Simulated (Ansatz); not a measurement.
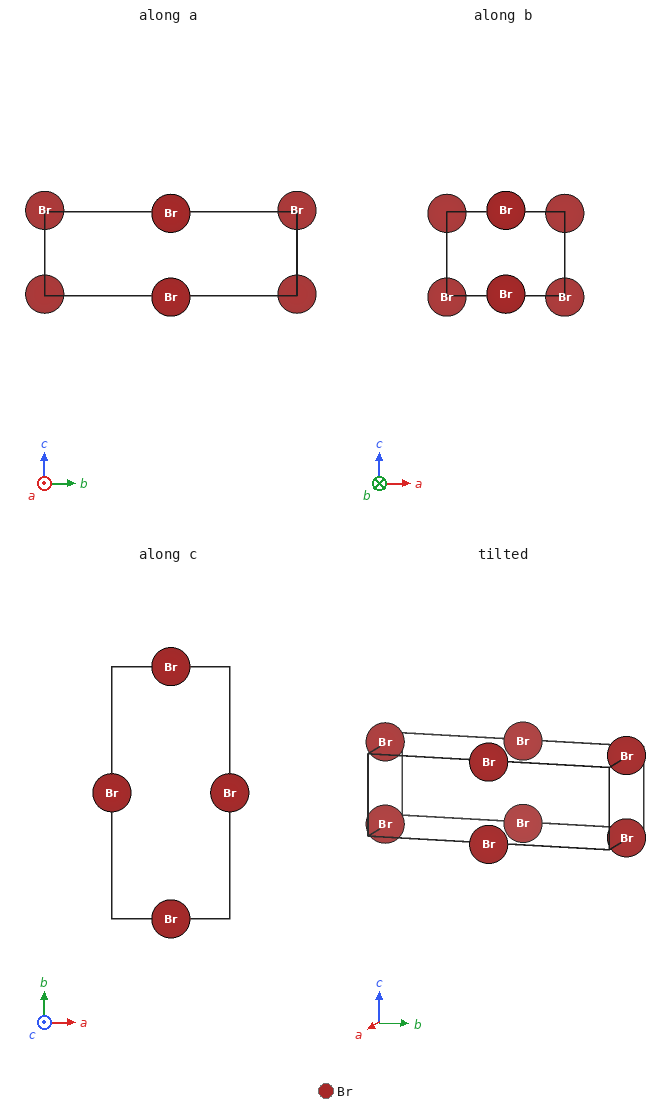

The figure gives a spheres-only picture of the atoms, viewed along the a axis, along the b axis, along the c axis and slightly off an axis. One conventional unit cell is framed, with atoms on its boundary repeated.

Lattice parameters: a = 3.6297 Å, b = 7.7691 Å, c = 2.5807 Å, α = 90.000°, β = 90.000°, γ = 90.000°.

Transcribe the picture into a CIF in P1 with every atom of the cell, with free fractional coordinates to two decimals.

```cif
data_structure
_symmetry_space_group_name_H-M 'P 1'
_symmetry_Int_Tables_number 1
_cell_length_a 3.6297
_cell_length_b 7.7691
_cell_length_c 2.5807
_cell_angle_alpha 90.000
_cell_angle_beta 90.000
_cell_angle_gamma 90.000
_cell_volume 72.77
loop_
_atom_site_label
_atom_site_type_symbol
_atom_site_fract_x
_atom_site_fract_y
_atom_site_fract_z
_atom_site_occupancy
Br1 Br 0.00 0.50 0.98 1
Br2 Br 0.50 0.00 0.02 1
```

The initial geometry was a structure type filled with this element by a generator (whether the element takes this form wasn't checked). Earlier steps of the study may have refined or changed the cell and positions. It was set up as input for a calculation with Ansatz.
